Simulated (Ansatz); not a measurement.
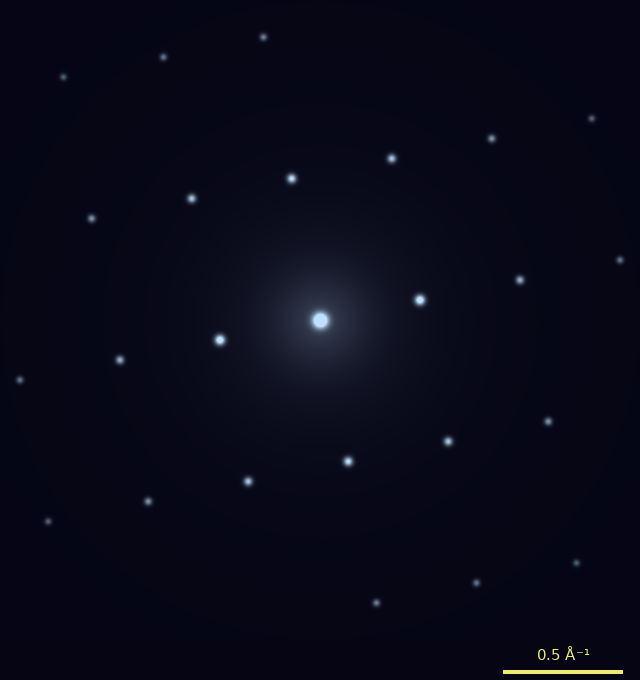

Computed electron diffraction pattern, 80 kV, single scattering only, B = 0.8 Å².

Phase: Ni, space group Pm-3m (No. 221), a = 2.324 Å. Structure: the input geometry of an electronic-structure calculation (not necessarily at equilibrium); the starting structure was generated, so it need not be a known form of this composition.

Q: Measure the pattern against the scale bar and name the zone.

A: The spots form a rectangular net whose two shortest vectors correspond to d = 2.32 Å and 1.64 Å, 90.0° apart. They index as 0 0 1 and 1 -1 0, so the zone axis is [110] (or an equivalent direction of <110>).
